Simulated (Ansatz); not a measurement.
**Geometry relaxation of SiO2 (part 2 of 2)**

Continued. System: SiO2 (I-42d, 12 atoms in the cell). Method: DFT LDA, scalar-relativistic, plane waves, PAW, no spin polarisation (Ansatz 0.2.0); cutoff 420 eV, 6×6×4 k-mesh, Gaussian smearing of 0.02 eV. The structure derives from a Materials Project entry. It belongs to a series of runs on one base structure; here: equal strain along all axes, cell held, atoms relaxed: +4.5 %.

Geometry of the input (Å; fractional positions):
```
5.1507  0.0000  0.0000
0.0000  5.1507  0.0000
0.0000  0.0000  7.6168
Si 0.0000  0.0000  0.0000
Si 0.0000  0.5000  0.2500
Si 0.5000  0.5000  0.5000
Si 0.5000  0.0000  0.7500
O  0.0613  0.2500  0.1250
O  0.2500  0.5613  0.3750
O  0.7500  0.4387  0.3750
O  0.9387  0.7500  0.1250
O  0.5613  0.7500  0.6250
O  0.7500  0.0613  0.8750
O  0.2500  0.9387  0.8750
O  0.4387  0.2500  0.6250
```

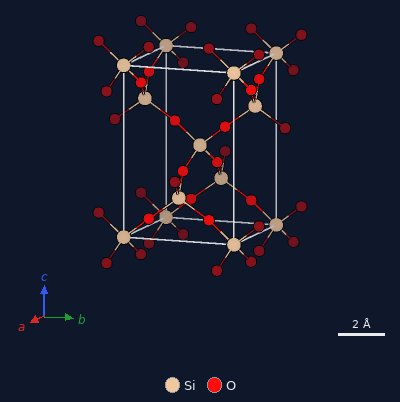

**Figure 1.** The geometry at step 2 of the log (ball-and-stick view of the cell of the calculation, seen slightly off an axis; neighbours outside the cell are drawn fainter).

## The program's output, continued
```
SCF iter   1: F=—  HF=-6890.538622 eV  |F-HF|=—  |Δ(HF+E_count)|=         —  Δρ=6.71e-3  dr2=6.60e-2  ethr=1.10e-3  ⟨swp⟩=4.4  Hψ=3454  notcnv=0  defer=164
preconditioner: auto → Resta (q_TF=auto, 2.253 Å⁻¹)  ε∞=2.7  [insulator: Δε(μ)=5.315 eV  Ē_g=16.223 eV  σ=0.020 eV  W_gap=1.00  n_scr=36 (ndim 8)  ℏωp=20.9 eV  f_vac=0.311  D(μ)=0.00/eV (n_scr^D=0)  ε∞_Penn≈2.7]
SCF iter   2: F=—  HF=-6890.517057 eV  |F-HF|=—  |Δ(HF+E_count)|=   2.16e-2  Δρ=3.27e-3  dr2=1.60e-2  ethr=1.03e-4  ⟨swp⟩=3.2  Hψ=2397  notcnv=0  defer=164
SCF iter   3: F=—  HF=-6890.511448 eV  |F-HF|=—  |Δ(HF+E_count)|=   5.61e-3  Δρ=1.24e-3  dr2=1.99e-3  ethr=2.50e-5  ⟨swp⟩=2.1  Hψ=2076  notcnv=0  defer=164
SCF iter   4: F=—  HF=-6890.510901 eV  |F-HF|=—  |Δ(HF+E_count)|=   5.46e-4  Δρ=2.83e-4  dr2=8.57e-5  ethr=3.11e-6  ⟨swp⟩=2.0  Hψ=2024  notcnv=0  defer=164
SCF iter   5: F=—  HF=-6890.511062 eV  |F-HF|=—  |Δ(HF+E_count)|=   1.61e-4  Δρ=5.00e-5  dr2=4.20e-6  ethr=1.34e-7  ⟨swp⟩=2.3  Hψ=2127  notcnv=0  defer=164
SCF iter   6: F=—  HF=-6890.511065 eV  |F-HF|=—  |Δ(HF+E_count)|=   2.68e-6  Δρ=2.24e-5  dr2=6.06e-7  ethr=6.87e-10  ⟨swp⟩=19.6  Hψ=12133  notcnv=0
SCF iter   7: F=-6890.511065 eV  HF=-6890.511065 eV  |F-HF|=2.73e-8  |Δ(HF+E_count)|=   8.58e-8  Δρ=3.04e-6  dr2=2.06e-8  ethr=6.87e-10  ⟨swp⟩=10.2  Hψ=9199  notcnv=0
SCF 4 converged in 7 iterations: F = -6890.511065 eV  dr2 = 2.06e-8
  greatest PAW one-centre occupation: 0.854 electrons in one spin orbital (limit 2), on the O atom at site 10 (counted from 0), in its partial waves of l = 0
relax step   4: F+E_penalty+E_count = -6890.51106495 eV  Δ(F+E_penalty+E_count) = -1.732e-2 eV  max|allowed force component| = 8.816e-3 eV/Å  Δτ_max = 0.0568 Å  (7 SCF iters, dr2 threshold 4.40e-7 eV, accepted)
SCF iter   1: F=—  HF=-6890.512359 eV  |F-HF|=—  |Δ(HF+E_count)|=         —  Δρ=1.27e-3  dr2=2.38e-3  ethr=3.87e-5  ⟨swp⟩=3.3  Hψ=3158  notcnv=0  defer=168
preconditioner: auto → Resta (q_TF=auto, 2.253 Å⁻¹)  ε∞=2.7  [insulator: Δε(μ)=5.278 eV  Ē_g=16.203 eV  σ=0.020 eV  W_gap=1.00  n_scr=36 (ndim 8)  ℏωp=20.9 eV  f_vac=0.313  D(μ)=0.00/eV (n_scr^D=0)  ε∞_Penn≈2.7]
SCF iter   2: F=—  HF=-6890.511579 eV  |F-HF|=—  |Δ(HF+E_count)|=   7.80e-4  Δρ=6.35e-4  dr2=6.06e-4  ethr=3.71e-6  ⟨swp⟩=1.1  Hψ=1637  notcnv=0  defer=168
SCF iter   3: F=—  HF=-6890.511362 eV  |F-HF|=—  |Δ(HF+E_count)|=   2.18e-4  Δρ=2.06e-4  dr2=5.35e-5  ethr=9.46e-7  ⟨swp⟩=2.0  Hψ=1872  notcnv=0  defer=168
SCF iter   4: F=—  HF=-6890.511488 eV  |F-HF|=—  |Δ(HF+E_count)|=   1.27e-4  Δρ=5.19e-5  dr2=2.82e-6  ethr=8.35e-8  ⟨swp⟩=2.0  Hψ=2035  notcnv=0  defer=168
SCF iter   5: F=—  HF=-6890.511489 eV  |F-HF|=—  |Δ(HF+E_count)|=   6.65e-7  Δρ=8.26e-6  dr2=1.65e-7  ethr=4.40e-9  ⟨swp⟩=2.5  Hψ=2184  notcnv=0  defer=168
SCF iter   6: F=-6890.511489 eV  HF=-6890.511489 eV  |F-HF|=7.08e-9  |Δ(HF+E_count)|=   9.45e-8  Δρ=4.40e-6  dr2=2.56e-8  ethr=1.00e-10  ⟨swp⟩=16.8  Hψ=10228  notcnv=0
SCF 5 converged in 6 iterations: F = -6890.511489 eV  dr2 = 2.56e-8
relax step   5: F+E_penalty+E_count = -6890.51148915 eV  Δ(F+E_penalty+E_count) = -4.242e-4 eV  max|allowed force component| = 9.905e-4 eV/Å  Δτ_max = 0.0110 Å  (6 SCF iters, accepted)
SCF converged after 6 iterations
Free energy (F): -6890.511489 eV
Harris-Foulkes:  -6890.511489 eV  (|F-HF|=7.08e-9)
Internal energy: -6890.511489 eV  (E = F + TS)
E sigma→0 (E₀):  -6890.511489 eV
Fermi energy:    2.559518 eV
--- Per-component energies (eV) ---
  E_band       = -451.340397
  E_kinetic    = 1600.180253
  E_local      = -5195.752674  (includes V_loc(G=0)·N_el)
  E_nonlocal   = 500.863343
  E_hartree    = 1949.589757
  E_xc         = -800.736357
  E_vxc        = -936.889140  (∫ρ·V_xc dr)
  E_paw        = -3132.979521  (= ΣΔE_a)
  E_vpaw       = -318.939308  (= ΣTr[D̂ρ^β])
  E_aug_tail   = 0.021382  (compensation charges beyond the density's cutoff)
  E_ewald      = -1812.810366
  E_core_change = 1.112695  (= ΣΔE_core)
  E_smearing   = -0.000000  (= −TS)
  E_closure    = -0.000000  (closes the sum)
  Σ components = -6890.511489   (vs F -6890.511489, Δ=0.00e0)
--- Forces (eV/Å), atoms counted from 1 ---
  atom   1  Si    -0.00000000     0.00000000    -0.00000000
  atom   2  Si    -0.00000000    -0.00000000     0.00000000
  atom   3  Si    -0.00000000     0.00000000     0.00000000
  atom   4  Si    -0.00000000    -0.00000000     0.00000000
  atom   5  O     -0.00099047     0.00000000    -0.00000000
  atom   6  O      0.00000000    -0.00099047     0.00000000
  atom   7  O      0.00000000     0.00099047    -0.00000000
  atom   8  O      0.00099047     0.00000000    -0.00000000
  atom   9  O     -0.00099047     0.00000000     0.00000000
  atom  10  O      0.00000000    -0.00099047     0.00000000
  atom  11  O      0.00000000     0.00099047     0.00000000
  atom  12  O      0.00099047     0.00000000     0.00000000
  max |Σ_I F_I| component: 1.37e-17 eV/Å
--- Stress (GPa, compression-positive) ---
       -1.973463       0.000000       0.000000
        0.000000      -1.973463      -0.000000
       -0.000000      -0.000000      -4.633630
  P = ⅓ Tr σ = -2.8602 GPa (-28.602 kbar)
--- Band table (eV; the first three rows and the last of 30) ---
  k-point 0: bands = ["-19.2432", "-18.3935", "-18.3935", "-17.2240", "-17.1363", "-17.1363", "-17.1147", "-17.1147", "-10.1554", "-7.9389", "-7.9389", "-6.1144", "-6.0091", "-6.0091", "-5.4967", "-5.4967", "-2.9392", "-2.9392", "-2.7222", "-2.6150", "-2.6150", "-2.5905", "-2.1521", "-2.1257", "-2.1257", "-1.5228", "-1.5228", "-0.6191", "-0.6191", "-0.2478", "-0.0767", "-0.0767", "5.1957", "7.9961", "7.9961", "8.4606", "8.4987", "8.4987", "8.6659", "10.4617", "10.4617", "10.7953", "10.7953", "10.7999"]
  k-point 1: bands = ["-19.1851", "-18.7436", "-18.0003", "-17.3330", "-17.1331", "-17.1331", "-17.1179", "-17.1179", "-9.9699", "-8.7423", "-7.1825", "-6.2319", "-5.9451", "-5.9451", "-5.5860", "-5.5860", "-2.9245", "-2.8265", "-2.7564", "-2.5194", "-2.5194", "-2.5150", "-2.2852", "-2.1770", "-2.1770", "-1.9526", "-1.0628", "-0.5570", "-0.5570", "-0.3532", "-0.1735", "-0.1735", "5.4657", "7.1350", "8.4317", "8.4817", "8.7291", "8.7291", "8.8531", "9.9639", "10.1282", "10.1282", "10.7506", "11.1728"]
  k-point 2: bands = ["-19.0147", "-19.0147", "-17.6203", "-17.6203", "-17.1255", "-17.1255", "-17.1255", "-17.1255", "-9.4618", "-9.4618", "-6.5906", "-6.5906", "-5.7776", "-5.7776", "-5.7776", "-5.7776", "-2.8406", "-2.8406", "-2.5749", "-2.5749", "-2.3259", "-2.3259", "-2.3259", "-2.3259", "-2.2955", "-2.2955", "-0.6458", "-0.6458", "-0.3824", "-0.3824", "-0.3824", "-0.3824", "6.1841", "6.1841", "8.5121", "8.5121", "9.3405", "9.3405", "9.3405", "9.3405", "9.3508", "9.3508", "10.9220", "10.9220"]
  k-point 29: bands = ["-18.3515", "-18.3515", "-18.3515", "-18.3515", "-17.1963", "-17.1963", "-17.1963", "-17.1963", "-7.8597", "-7.8597", "-7.8597", "-7.8597", "-5.5676", "-5.5676", "-5.5676", "-5.5676", "-3.0398", "-3.0398", "-3.0398", "-3.0398", "-2.2760", "-2.2760", "-2.2760", "-2.2760", "-1.4956", "-1.4956", "-1.4956", "-1.4956", "-0.9268", "-0.9268", "-0.9268", "-0.9268", "8.4778", "8.4778", "8.4778", "8.4778", "9.0021", "9.0021", "9.0021", "9.0021", "10.9651", "10.9651", "10.9651", "10.9651"]
--- Relaxed structure (5 steps of the walk, 5 accepted, 0 SCFs on fresh bases) ---
  F+E_penalty+E_count = -6890.51148915 eV   max|allowed force component| = 9.905e-4 eV/Å
  atoms:
    - { symbol: Si, position: [2.8066215215557164e-20, -8.327445418074367e-34, 0.0] }
    - { symbol: Si, position: [2.80662152155573e-20, 0.5, 0.25] }
    - { symbol: Si, position: [0.5, 0.5, 0.5] }
    - { symbol: Si, position: [0.5, 5.227049462607952e-34, 0.75] }
    - { symbol: O, position: [0.029551824229516615, 0.25, 0.125] }
    - { symbol: O, position: [0.25, 0.5295518242295166, 0.375] }
    - { symbol: O, position: [0.7499999999999999, 0.47044817577048337, 0.375] }
    - { symbol: O, position: [0.9704481757704834, 0.7499999999999999, 0.125] }
    - { symbol: O, position: [0.5295518242295166, 0.7499999999999999, 0.625] }
    - { symbol: O, position: [0.7499999999999999, 0.029551824229516622, 0.875] }
    - { symbol: O, position: [0.25, 0.9704481757704834, 0.875] }
    - { symbol: O, position: [0.47044817577048337, 0.25, 0.625] }
```

## Trajectory as extended XYZ (Å, eV, eV/Å), 5 frames, from step=1 to step=5
```
12
Lattice="5.1507 0.0000 0.0000 0.0000 5.1507 0.0000 0.0000 0.0000 7.6168" Properties=species:S:1:pos:R:3:forces:R:3 step=1 energy=-6890.35997
Si    0.0000    0.0000    0.0000    0.0000   0.0000   0.0000
Si    0.0000    2.5753    1.9042    0.0000   0.0000   0.0000
Si    2.5753    2.5753    3.8084    0.0000   0.0000   0.0000
Si    2.5753    0.0000    5.7126    0.0000   0.0000   0.0000
O     0.3156    1.2877    0.9521   -0.3001   0.0000   0.0000
O     1.2877    2.8910    2.8563    0.0000  -0.3001   0.0000
O     3.8630    2.2597    2.8563    0.0000   0.3001   0.0000
O     4.8351    3.8630    0.9521    0.3001   0.0000   0.0000
O     2.8910    3.8630    4.7605   -0.3001   0.0000   0.0000
O     3.8630    0.3156    6.6647    0.0000  -0.3001   0.0000
O     1.2877    4.8351    6.6647    0.0000   0.3001   0.0000
O     2.2597    1.2877    4.7605    0.3001   0.0000   0.0000
12
Lattice="5.1507 0.0000 0.0000 0.0000 5.1507 0.0000 0.0000 0.0000 7.6168" Properties=species:S:1:pos:R:3:forces:R:3 step=2 energy=-6890.38549
Si    0.0000    0.0000    0.0000    0.0000   0.0000   0.0000
Si    0.0000    2.5753    1.9042    0.0000   0.0000   0.0000
Si    2.5753    2.5753    3.8084    0.0000   0.0000   0.0000
Si    2.5753    0.0000    5.7126    0.0000   0.0000   0.0000
O     0.3043    1.2877    0.9521   -0.2656   0.0000   0.0000
O     1.2877    2.8797    2.8563    0.0000  -0.2656   0.0000
O     3.8630    2.2710    2.8563    0.0000   0.2656   0.0000
O     4.8464    3.8630    0.9521    0.2656   0.0000   0.0000
O     2.8797    3.8630    4.7605   -0.2656   0.0000   0.0000
O     3.8630    0.3043    6.6647    0.0000  -0.2656   0.0000
O     1.2877    4.8464    6.6647    0.0000   0.2656   0.0000
O     2.2710    1.2877    4.7605    0.2656   0.0000   0.0000
12
Lattice="5.1507 0.0000 0.0000 0.0000 5.1507 0.0000 0.0000 0.0000 7.6168" Properties=species:S:1:pos:R:3:forces:R:3 step=3 energy=-6890.49375
Si    0.0000    0.0000    0.0000    0.0000   0.0000   0.0000
Si    0.0000    2.5753    1.9042    0.0000   0.0000   0.0000
Si    2.5753    2.5753    3.8084    0.0000   0.0000   0.0000
Si    2.5753    0.0000    5.7126    0.0000   0.0000   0.0000
O     0.2200    1.2877    0.9521   -0.0746   0.0000   0.0000
O     1.2877    2.7953    2.8563    0.0000  -0.0746   0.0000
O     3.8630    2.3553    2.8563    0.0000   0.0746   0.0000
O     4.9307    3.8630    0.9521    0.0746   0.0000   0.0000
O     2.7953    3.8630    4.7605   -0.0746   0.0000   0.0000
O     3.8630    0.2200    6.6647    0.0000  -0.0746   0.0000
O     1.2877    4.9307    6.6647    0.0000   0.0746   0.0000
O     2.3553    1.2877    4.7605    0.0746   0.0000   0.0000
12
Lattice="5.1507 0.0000 0.0000 0.0000 5.1507 0.0000 0.0000 0.0000 7.6168" Properties=species:S:1:pos:R:3:forces:R:3 step=4 energy=-6890.51106
Si    0.0000    0.0000    0.0000    0.0000   0.0000   0.0000
Si    0.0000    2.5753    1.9042    0.0000   0.0000   0.0000
Si    2.5753    2.5753    3.8084    0.0000   0.0000   0.0000
Si    2.5753    0.0000    5.7126    0.0000   0.0000   0.0000
O     0.1632    1.2877    0.9521   -0.0088   0.0000   0.0000
O     1.2877    2.7386    2.8563    0.0000  -0.0088   0.0000
O     3.8630    2.4121    2.8563    0.0000   0.0088   0.0000
O     4.9875    3.8630    0.9521    0.0088   0.0000   0.0000
O     2.7386    3.8630    4.7605   -0.0088   0.0000   0.0000
O     3.8630    0.1632    6.6647    0.0000  -0.0088   0.0000
O     1.2877    4.9875    6.6647    0.0000   0.0088   0.0000
O     2.4121    1.2877    4.7605    0.0088   0.0000   0.0000
12
Lattice="5.1507 0.0000 0.0000 0.0000 5.1507 0.0000 0.0000 0.0000 7.6168" Properties=species:S:1:pos:R:3:forces:R:3 step=5 energy=-6890.51149
Si    0.0000    0.0000    0.0000    0.0000   0.0000   0.0000
Si    0.0000    2.5753    1.9042    0.0000   0.0000   0.0000
Si    2.5753    2.5753    3.8084    0.0000   0.0000   0.0000
Si    2.5753    0.0000    5.7126    0.0000   0.0000   0.0000
O     0.1522    1.2877    0.9521   -0.0010   0.0000   0.0000
O     1.2877    2.7276    2.8563    0.0000  -0.0010   0.0000
O     3.8630    2.4231    2.8563    0.0000   0.0010   0.0000
O     4.9985    3.8630    0.9521    0.0010   0.0000   0.0000
O     2.7276    3.8630    4.7605   -0.0010   0.0000   0.0000
O     3.8630    0.1522    6.6647    0.0000  -0.0010   0.0000
O     1.2877    4.9985    6.6647    0.0000   0.0010   0.0000
O     2.4231    1.2877    4.7605    0.0010   0.0000   0.0000
```

## Summary

| quantity | value |
| --- | --- |
| outcome | converged |
| space group (tolerance 0.01 Å) | I-42d (122) |
| electrons treated | 64 |
| free energy | −6890.5115 eV |
| Fermi energy | 2.560 eV |
| gap on the k-point mesh | 5.27 eV |
| pressure | −2.86 GPa |
| final volume | 202.07 Å³ |
| largest force (length of the vector) at the end | 0.001 eV/Å |
| final cell | a = 5.151 Å, b = 5.151 Å, c = 7.617 Å, α = 90.00°, β = 90.00°, γ = 90.00° |
| hardware | 1 thread of Oxide Virtual Turin-like (Zen 5), 32 GiB of memory available, shared host |
| wall time | 91 s |
| peak memory | 0.53 GiB |

## Remarks

The program warns: the SCF threshold is looser than advised for the printed stress.
